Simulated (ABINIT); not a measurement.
ZnO: dielectric calculation (part 2 of 3)

The same run, continued: ZnO (P6₃mc, 4 atoms in the cell); Kohn-Sham DFT of a periodic cell, PBE, PseudoDojo NC SR PBE v0.4.1 standard, no spin polarisation (ABINIT 10.8.3); cutoff 1088.46 eV, 6×6×4 k-mesh, fixed occupations. The structure derives from an entry of the Crystallography Open Database.

Geometry of the input (Å; fractional positions):
```
3.2493  0.0000  0.0000
-1.6247  2.8140  0.0000
0.0000  0.0000  5.2057
Zn 0.6667  0.3333  0.0000
Zn 0.3333  0.6667  0.5000
O  0.3333  0.6667  0.8790
O  0.6667  0.3333  0.3790
```

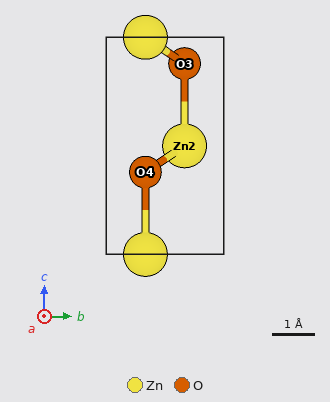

The structure as given in the input (ball-and-stick view of the cell of the calculation, along the a axis; atoms are numbered from 1 in the order of the input). An atom can appear more than once, as a periodic image.

Output, continued
```
 Mean square residual over all n,k,spin=   18.092E-16; max=  47.933E-14
 reduced coordinates (array xred) for    4 atoms
       0.666666666667      0.333333333333      0.000000000000
       0.333333333333      0.666666666667      0.500000000000
       0.333333333333      0.666666666667      0.879010000000
       0.666666666667      0.333333333333      0.379010000000
 rms dE/dt=  7.6975E-03; max dE/dt=  1.3190E-02; dE/dt below (all hartree)
    1      -0.000000000000      0.000000000000      0.013190086427
    2       0.000000000000     -0.000000000000      0.013190086427
    3       0.000000000000      0.000000000000     -0.013473315458
    4       0.000000000000      0.000000000000     -0.013473315458

 cartesian coordinates (angstrom) at end:
    1      1.62465399891841     0.93799442361203     0.00000000000000
    2      0.00000000001764     1.87598884722406     2.60285449823433
    3      0.00000000001764     1.87598884722406     4.57587026498591
    4      1.62465399891841     0.93799442361203     1.97301576675158

 cartesian forces (hartree/bohr) at end:
    1      0.00000000000000     0.00000000000000    -0.00135521065837
    2     -0.00000000000000     0.00000000000000    -0.00135521065837
    3     -0.00000000000000    -0.00000000000000     0.00135521065837
    4     -0.00000000000000    -0.00000000000000     0.00135521065837
 frms,max,avg= 7.8243124E-04 1.3552107E-03   0.000E+00  0.000E+00  1.440E-05 h/b

 cartesian forces (eV/Angstrom) at end:
    1      0.00000000000000     0.00000000000000    -0.06968773396678
    2     -0.00000000000000     0.00000000000000    -0.06968773396678
    3     -0.00000000000000    -0.00000000000000     0.06968773396678
    4     -0.00000000000000    -0.00000000000000     0.06968773396678
 frms,max,avg= 4.0234232E-02 6.9687734E-02   0.000E+00  0.000E+00  7.403E-04 e/A
 length scales=  6.140302214600  6.140302214500  9.837364294500 bohr
              =  3.249307997819  3.249307997766  5.205708996469 angstroms
 Fermi (or HOMO) energy (hartree) =   0.15011   Average Vxc (hartree)=  -0.41238
 Eigenvalues (hartree) for nkpt=  14  k points:
 kpt#   1, nband= 26, wtk=  0.01389, kpt=  0.0000  0.0000  0.1250 (reduced coord)
  -4.38538   -4.38537   -2.70189   -2.70178   -2.70175   -2.70175   -2.70173   -2.70173
  -0.50879   -0.48389   -0.05826   -0.05826   -0.05802   -0.05633   -0.05165   -0.05165
  -0.01617   -0.01617   -0.00895   -0.00895    0.00861    0.12285    0.12285    0.13550
   0.15011    0.15011
 prteigrs : prtvol=0 or 1, do not print more k-points.

--- !EnergyTerms
iteration_state     : {dtset: 1, }
comment             : Components of total free energy in Hartree
kinetic             :  2.07622638673304E+02
hartree             :  1.63222034544245E+02
xc                  : -5.34089533988385E+01
Ewald energy        : -2.53713067355265E+02
psp_core            :  1.06448103741752E+01
local_psp           : -4.23745003957333E+02
non_local_psp       : -1.01832756335704E+02
total_energy        : -4.51210297455416E+02
total_energy_eV     : -1.22780576822233E+04
band_energy         : -5.16591366306103E+01
...

 Cartesian components of stress tensor (hartree/bohr^3)
  sigma(1 1)= -1.23837448E-04  sigma(3 2)=  0.00000000E+00
  sigma(2 2)= -1.23837448E-04  sigma(3 1)=  0.00000000E+00
  sigma(3 3)= -1.79223490E-04  sigma(2 1)= -3.10441859E-13

-Cartesian components of stress tensor (GPa)         [Pressure=  4.1866E+00 GPa]
- sigma(1 1)= -3.64342351E+00  sigma(3 2)=  0.00000000E+00
- sigma(2 2)= -3.64342352E+00  sigma(3 1)=  0.00000000E+00
- sigma(3 3)= -5.27293712E+00  sigma(2 1)= -9.13351482E-09

================================================================================
== DATASET  2 ==================================================================

--- !DatasetInfo
iteration_state: {dtset: 2, }
dimensions: {natom: 4, nkpt: 72, mband: 26, nsppol: 1, nspinor: 1, nspden: 1, mpw: 3910, }
cutoff_energies: {ecut:  40.0, pawecutdg:  -1.0, }
electrons: {nelect:   5.20000000E+01, charge:   0.00000000E+00, occopt:   1.00000000E+00, tsmear:   1.00000000E-02, }
meta: {optdriver: 1, rfelfd: 2, }
...

 mkfilename : getwfk/=0, take file _WFK from output of DATASET   1.

 Exchange-correlation functional for the present dataset will be:
  GGA: Perdew-Burke-Ernzerhof functional - ixc=11
  J.P.Perdew, K.Burke, M.Ernzerhof, PRL 77, 3865 (1996)

 Real(R)+Recip(G) space primitive vectors, cartesian coordinates (Bohr,Bohr^-1):
 R(1)=  6.1403022  0.0000000  0.0000000  G(1)=  0.1628584  0.0940264  0.0000000
 R(2)= -3.0701511  5.3176577  0.0000000  G(2)=  0.0000000  0.1880527  0.0000000
 R(3)=  0.0000000  0.0000000  9.8373643  G(3)=  0.0000000  0.0000000  0.1016532
 Unit cell volume ucvol=  3.2120987E+02 bohr^3
 Angles (23,13,12)=  9.00000000E+01  9.00000000E+01  1.20000000E+02 degrees
 setup1 : take into account q-point for computing boxcut.

 getcut: wavevector=  0.0000  0.0000  0.0000  ngfft=  36  36  60
         ecut(hartree)=     40.000   => boxcut(ratio)=   2.05929
--------------------------------------------------------------------------------

 ==>  initialize data related to q vector <==

 The list of irreducible perturbations for this q vector is:
    1)    idir= 1    ipert=   5
    2)    idir= 2    ipert=   5
    3)    idir= 3    ipert=   5

================================================================================

--------------------------------------------------------------------------------
 Perturbation wavevector (in red.coord.)   0.000000  0.000000  0.000000
 Perturbation : derivative vs k along direction   1
 The set of symmetries contains only one element for this perturbation.
 symkpt : not enough symmetry to change the number of k points.

--------------------------------------------------------------------------------

--------------------------------------------------------------------------------

 Initialisation of the first-order wave-functions :
  ireadwf=   0

--- !BeginCycle
iteration_state: {dtset: 2, }
solver: {iscf: -3, nstep: 80, nline: 4, wfoptalg: 0, }
tolerances: {tolwfr: 1.00E-18, }
...

     iter   2DEtotal(Ha)        deltaE(Ha) residm    vres2
-ETOT  1  -86.858262965504     -8.686E+01 2.891E-01 0.000E+00
 ETOT  2  -87.471966023968     -6.137E-01 3.406E-01 0.000E+00
 ETOT  3  -87.512833470554     -4.087E-02 4.418E-02 0.000E+00
 ETOT  4  -87.520444522002     -7.611E-03 4.932E-02 0.000E+00
 ETOT  5  -87.522627273130     -2.183E-03 5.566E-03 0.000E+00
 ETOT  6  -87.523353400506     -7.261E-04 6.597E-03 0.000E+00
 ETOT  7  -87.523611401935     -2.580E-04 7.656E-04 0.000E+00
 ETOT  8  -87.523705371131     -9.397E-05 9.007E-04 0.000E+00
 ETOT  9  -87.523740075216     -3.470E-05 1.069E-04 0.000E+00
 ETOT 10  -87.523752965725     -1.289E-05 1.246E-04 0.000E+00
 ETOT 11  -87.523757774485     -4.809E-06 1.502E-05 0.000E+00
 ETOT 12  -87.523759571366     -1.797E-06 1.738E-05 0.000E+00
 ETOT 13  -87.523760244167     -6.728E-07 2.117E-06 0.000E+00
 ETOT 14  -87.523760496213     -2.520E-07 2.439E-06 0.000E+00
 ETOT 15  -87.523760590765     -9.455E-08 2.994E-07 0.000E+00
 ETOT 16  -87.523760626239     -3.547E-08 3.441E-07 0.000E+00
 ETOT 17  -87.523760639565     -1.333E-08 4.247E-08 0.000E+00
 ETOT 18  -87.523760644571     -5.005E-09 4.875E-08 0.000E+00
 ETOT 19  -87.523760646453     -1.883E-09 6.039E-09 0.000E+00
 ETOT 20  -87.523760647161     -7.079E-10 6.933E-09 0.000E+00
 ETOT 21  -87.523760647427     -2.666E-10 8.610E-10 0.000E+00
 ETOT 22  -87.523760647528     -1.004E-10 9.894E-10 0.000E+00
 ETOT 23  -87.523760647566     -3.783E-11 1.230E-10 0.000E+00
 ETOT 24  -87.523760647580     -1.431E-11 1.416E-10 0.000E+00
 ETOT 25  -87.523760647585     -5.301E-12 1.762E-11 0.000E+00
 ETOT 26  -87.523760647587     -2.089E-12 2.033E-11 0.000E+00
 ETOT 27  -87.523760647588     -6.821E-13 2.528E-12 0.000E+00
 ETOT 28  -87.523760647588     -3.553E-13 2.927E-12 0.000E+00
 ETOT 29  -87.523760647588     -8.527E-14 3.634E-13 0.000E+00
 ETOT 30  -87.523760647589     -5.684E-14 4.223E-13 0.000E+00
 ETOT 31  -87.523760647589     -5.684E-14 5.235E-14 0.000E+00
 ETOT 32  -87.523760647589      0.000E+00 6.107E-14 0.000E+00
 ETOT 33  -87.523760647589      2.842E-14 7.556E-15 0.000E+00
 ETOT 34  -87.523760647589      0.000E+00 8.850E-15 0.000E+00
 ETOT 35  -87.523760647589     -2.842E-14 1.093E-15 0.000E+00
 ETOT 36  -87.523760647589      0.000E+00 1.285E-15 0.000E+00
 ETOT 37  -87.523760647589      0.000E+00 1.585E-16 0.000E+00
 ETOT 38  -87.523760647589     -1.421E-14 1.870E-16 0.000E+00
 ETOT 39  -87.523760647589      4.263E-14 2.304E-17 0.000E+00
 ETOT 40  -87.523760647589     -4.263E-14 2.727E-17 0.000E+00
 ETOT 41  -87.523760647589      4.263E-14 3.357E-18 0.000E+00
 ETOT 42  -87.523760647589     -2.842E-14 3.982E-18 0.000E+00
 ETOT 43  -87.523760647589      2.842E-14 9.999E-19 0.000E+00

 At SCF step   43   max residual=  1.00E-18 < tolwfr=  1.00E-18 =>converged.
================================================================================

 ----iterations are completed or convergence reached----

 Mean square residual over all n,k,spin=   52.126E-20; max=  99.986E-20
 dfpt_looppert : ek2=    1.4519521993E+02
          f-sum rule ratio=    1.0009477300E+00
 Expectation of eigenvalue derivatives (hartree) for nkpt=  72  k points:
  (in case of degenerate eigenvalues, averaged derivative)
 kpt#   1, nband= 26, wtk=  0.01389, kpt=  0.0000  0.0000  0.1250 (reduced coord)
   0.00000   -0.00000    0.00000   -0.00000   -0.00000   -0.00000    0.00000    0.00000
  -0.00000   -0.00000    0.00000    0.00000   -0.00000   -0.00000   -0.00000   -0.00000
  -0.00000   -0.00000   -0.00000   -0.00000    0.00000    0.00000    0.00000    0.00000
   0.00000    0.00000
 prteigrs : prtvol=0 or 1, do not print more k-points.

 2DEtotal=   -0.8752376065E+02 Ha. Also 2DEtotal=   -0.238164285668E+04 eV
    (  non-var. 2DEtotal :   -8.7523760643E+01 Ha)

--------------------------------------------------------------------------------
 Perturbation wavevector (in red.coord.)   0.000000  0.000000  0.000000
 Perturbation : derivative vs k along direction   2
 The set of symmetries contains only one element for this perturbation.
 symkpt : not enough symmetry to change the number of k points.

--------------------------------------------------------------------------------

--------------------------------------------------------------------------------

 Initialisation of the first-order wave-functions :
  ireadwf=   0

--- !BeginCycle
iteration_state: {dtset: 2, }
solver: {iscf: -3, nstep: 80, nline: 4, wfoptalg: 0, }
tolerances: {tolwfr: 1.00E-18, }
...

     iter   2DEtotal(Ha)        deltaE(Ha) residm    vres2
-ETOT  1  -86.856973756005     -8.686E+01 2.735E-01 0.000E+00
 ETOT  2  -87.472285637569     -6.153E-01 3.247E-01 0.000E+00
 ETOT  3  -87.513181843660     -4.090E-02 4.002E-02 0.000E+00
 ETOT  4  -87.520660193265     -7.478E-03 4.523E-02 0.000E+00
 ETOT  5  -87.522737323832     -2.077E-03 4.817E-03 0.000E+00
 ETOT  6  -87.523404631001     -6.673E-04 5.817E-03 0.000E+00
 ETOT  7  -87.523634003224     -2.294E-04 6.362E-04 0.000E+00
 ETOT  8  -87.523714991500     -8.099E-05 7.631E-04 0.000E+00
 ETOT  9  -87.523744077986     -2.909E-05 8.529E-05 0.000E+00
 ETOT 10  -87.523754599761     -1.052E-05 1.014E-04 0.000E+00
 ETOT 11  -87.523758429144     -3.829E-06 1.150E-05 0.000E+00
 ETOT 12  -87.523759826356     -1.397E-06 1.358E-05 0.000E+00
 ETOT 13  -87.523760337730     -5.114E-07 1.557E-06 0.000E+00
 ETOT 14  -87.523760525082     -1.874E-07 1.832E-06 0.000E+00
 ETOT 15  -87.523760593871     -6.879E-08 2.117E-07 0.000E+00
 ETOT 16  -87.523760619138     -2.527E-08 2.486E-07 0.000E+00
 ETOT 17  -87.523760628436     -9.299E-09 2.886E-08 0.000E+00
 ETOT 18  -87.523760631858     -3.422E-09 3.390E-08 0.000E+00
 ETOT 19  -87.523760633120     -1.262E-09 3.949E-09 0.000E+00
 ETOT 20  -87.523760633585     -4.653E-10 4.644E-09 0.000E+00
 ETOT 21  -87.523760633757     -1.719E-10 5.419E-10 0.000E+00
 ETOT 22  -87.523760633821     -6.351E-11 6.388E-10 0.000E+00
 ETOT 23  -87.523760633844     -2.350E-11 7.456E-11 0.000E+00
 ETOT 24  -87.523760633853     -8.725E-12 8.821E-11 0.000E+00
 ETOT 25  -87.523760633856     -3.212E-12 1.029E-11 0.000E+00
 ETOT 26  -87.523760633858     -1.208E-12 1.222E-11 0.000E+00
 ETOT 27  -87.523760633858     -4.121E-13 1.422E-12 0.000E+00
 ETOT 28  -87.523760633858     -2.274E-13 1.698E-12 0.000E+00
 ETOT 29  -87.523760633858      0.000E+00 1.972E-13 0.000E+00
 ETOT 30  -87.523760633858     -5.684E-14 2.366E-13 0.000E+00
 ETOT 31  -87.523760633858     -2.842E-14 2.743E-14 0.000E+00
 ETOT 32  -87.523760633858      5.684E-14 3.307E-14 0.000E+00
 ETOT 33  -87.523760633858     -1.421E-14 3.825E-15 0.000E+00
 ETOT 34  -87.523760633858     -8.527E-14 4.633E-15 0.000E+00
 ETOT 35  -87.523760633858      4.263E-14 5.351E-16 0.000E+00
 ETOT 36  -87.523760633858      2.842E-14 6.506E-16 0.000E+00
 ETOT 37  -87.523760633858     -4.263E-14 7.508E-17 0.000E+00
 ETOT 38  -87.523760633858      0.000E+00 9.157E-17 0.000E+00
 ETOT 39  -87.523760633858      2.842E-14 1.056E-17 0.000E+00
 ETOT 40  -87.523760633858      0.000E+00 1.291E-17 0.000E+00
 ETOT 41  -87.523760633858      1.421E-14 1.490E-18 0.000E+00
 ETOT 42  -87.523760633858     -4.263E-14 1.823E-18 0.000E+00
 ETOT 43  -87.523760633858     -1.421E-14 9.999E-19 0.000E+00

 At SCF step   43   max residual=  1.00E-18 < tolwfr=  1.00E-18 =>converged.
================================================================================

 ----iterations are completed or convergence reached----

 Mean square residual over all n,k,spin=   51.772E-20; max=  99.986E-20
 dfpt_looppert : ek2=    1.4519521993E+02
          f-sum rule ratio=    1.0009477297E+00
 Expectation of eigenvalue derivatives (hartree) for nkpt=  72  k points:
  (in case of degenerate eigenvalues, averaged derivative)
 kpt#   1, nband= 26, wtk=  0.01389, kpt=  0.0000  0.0000  0.1250 (reduced coord)
  -0.00000    0.00000    0.00000    0.00000   -0.00000   -0.00000    0.00000    0.00000
  -0.00000   -0.00000    0.00000    0.00000    0.00000   -0.00000   -0.00000   -0.00000
  -0.00000   -0.00000   -0.00000   -0.00000    0.00000   -0.00000   -0.00000    0.00000
   0.00000    0.00000
 prteigrs : prtvol=0 or 1, do not print more k-points.

 2DEtotal=   -0.8752376063E+02 Ha. Also 2DEtotal=   -0.238164285631E+04 eV
    (  non-var. 2DEtotal :   -8.7523760629E+01 Ha)

--------------------------------------------------------------------------------
 Perturbation wavevector (in red.coord.)   0.000000  0.000000  0.000000
 Perturbation : derivative vs k along direction   3
 The set of symmetries contains only one element for this perturbation.
 symkpt : not enough symmetry to change the number of k points.

--------------------------------------------------------------------------------

--------------------------------------------------------------------------------

 Initialisation of the first-order wave-functions :
  ireadwf=   0

--- !BeginCycle
iteration_state: {dtset: 2, }
solver: {iscf: -3, nstep: 80, nline: 4, wfoptalg: 0, }
tolerances: {tolwfr: 1.00E-18, }
...
```
